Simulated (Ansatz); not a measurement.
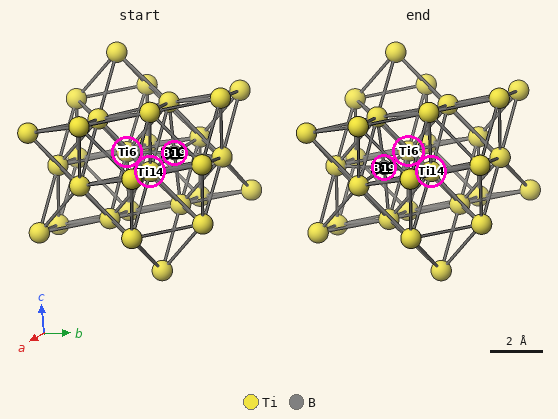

The two relaxed end points of a path for a defect cell of composition Ti18B (19 atoms in the cell). A ball-and-stick model of the atoms within 5.0 Å of the middle of the path, seen slightly off an axis. The atoms that move most are ringed. Bonds to atoms that aren't drawn are left out.

All numbers below come from DFT PBEsol, scalar-relativistic, plane waves, PAW (Ansatz).

Input file:
```yaml
crystal:
  lattice:
    - [4.3506528001, 2.5118505653, -4.5909904467]
    - [0.0, -5.0237011306, -4.5909904467]
    - [-4.3506528001, 2.5118505653, -4.5909904467]
  atoms:
    - { symbol: Ti, position: [0.0280830981, 0.3610319639, 0.3611733141] }
    - { symbol: Ti, position: [0.0248197191, 0.0248194544, 0.6895190073] }
    - { symbol: Ti, position: [0.3613165499, 0.3613361456, 0.0285716743] }
    - { symbol: Ti, position: [0.6919316138, 0.3593390022, 0.6907045515] }
    - { symbol: Ti, position: [0.3610291828, 0.0280889528, 0.3611847075] }
    - { symbol: Ti, position: [0.0252488862, 0.6801445306, 0.023912159] }
    - { symbol: Ti, position: [0.3593234036, 0.6919169306, 0.6906978183] }
    - { symbol: Ti, position: [0.6799755393, 0.0252472756, 0.0239045726] }
    - { symbol: Ti, position: [0.6926285134, 0.6926181603, 0.3594341163] }
    - { symbol: Ti, position: [0.9753485687, 0.3137084391, 0.974892688] }
    - { symbol: Ti, position: [0.9756215495, 0.9755903159, 0.3230211477] }
    - { symbol: Ti, position: [0.308756378, 0.3087281498, 0.6410142926] }
    - { symbol: Ti, position: [0.6403280345, 0.3083793024, 0.3074116109] }
    - { symbol: Ti, position: [0.3135354458, 0.9753284168, 0.9748997848] }
    - { symbol: Ti, position: [0.9715802213, 0.6384524376, 0.6388263048] }
    - { symbol: Ti, position: [0.308417481, 0.6403314082, 0.3074254192] }
    - { symbol: Ti, position: [0.6384601807, 0.9715917668, 0.6388266859] }
    - { symbol: Ti, position: [0.6389708172, 0.6389680361, 0.9718595654] }
    - { symbol: B, position: [-0.0043937105, -0.0041634569, 0.0084799625] }
basis:
  ecutwfc: 420
  xc_grid: 2
kpoints:
  mp_grid: { grid: [4, 4, 4], shift: [0.5, 0.5, 0.5] }
hamiltonian:
  xc: pbesol
scf:
  occupations: { method: gaussian, width: 0.1 }
output:
  forces: true
neb:
  images: 5
  f_tol: 0.05
  max_iterations: 70
  order_check: false
  final_atoms:
    - { symbol: Ti, position: [0.0259079142, 0.3582491857, 0.3596685918] }
    - { symbol: Ti, position: [0.0259217225, 0.0263386321, 0.6916206976] }
    - { symbol: Ti, position: [0.3584335485, 0.3531312209, 0.0246715832] }
    - { symbol: Ti, position: [0.6923190407, 0.3579102887, 0.6912718502] }
    - { symbol: Ti, position: [0.3614737679, 0.0276958495, 0.3610319639] }
    - { symbol: Ti, position: [0.0103121856, 0.6910451171, 0.0244096841] }
    - { symbol: Ti, position: [0.3584406453, 0.691318098, 0.6862915609] }
    - { symbol: Ti, position: [0.6945066475, 0.028206486, 0.0284082332] }
    - { symbol: Ti, position: [0.6945070285, 0.6950864454, 0.3615475624] }
    - { symbol: Ti, position: [0.9721486259, 0.3056374838, 0.9719110472] }
    - { symbol: Ti, position: [0.973899217, 0.9740381532, 0.3073818397] }
    - { symbol: Ti, position: [0.304761659, 0.3053501167, 0.6386638544] }
    - { symbol: Ti, position: [0.642635515, 0.3073432631, 0.3080830694] }
    - { symbol: Ti, position: [0.3094287608, 0.9866911274, 0.9747527244] }
    - { symbol: Ti, position: [0.9721600192, 0.6385835686, 0.6389680361] }
    - { symbol: Ti, position: [0.3094211744, 0.6414177804, 0.3198554694] }
    - { symbol: Ti, position: [0.6426287819, 0.9747350529, 0.6406609978] }
    - { symbol: Ti, position: [0.643814326, 0.6418469476, 0.9751805456] }
    - { symbol: B, position: [0.3248533708, -0.3289396229, 0.0041634569] }
```

Command:
```bash
ansatz run input.yaml --threads 4 --pin off --max-ram 10240MiB --backend cpu --events-out ev --progress --plain --runs-dir out
```

Question: Predict the minimum-energy path and its barrier.

Answer: The barrier is about 0.88 eV in both directions, with image 3 at the top; the ends have the same energy. The B atom travels furthest, 2.85 Å from end to end, along [1 −1 0], on a straight line. At the highest image its nearest neighbour (Ti) is 2.14 Å away, against 2.10 Å at the start, and the surrounding atoms stand up to 0.65 Å off the mean of their end positions. The band converged in 8 iterations. The largest component of the band force went from 14 to 0.036 eV/Å. The climbing image converged on the top of the path. Its curvatures weren't checked.

Energies of the converged images:

```tsv
image	path (Å)	E (eV)
0	0.00	0.000
1	0.71	0.083
2	1.42	0.508
3	2.13	0.880
4	2.81	0.528
5	3.49	0.105
6	4.17	0.000
```

The geometry at the top of the path:

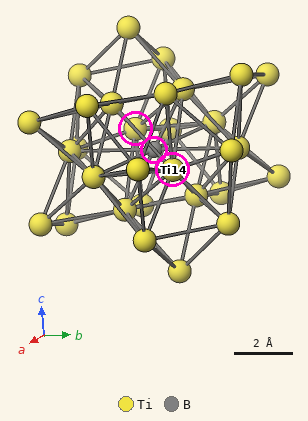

Limits of the set-up: the periodic images lie only 6.8 Å apart, so the values are limited by the cell's size.

The run took 45 min on 4 threads of Arm Neoverse V1 (shared host), peak memory 5.1 GiB.
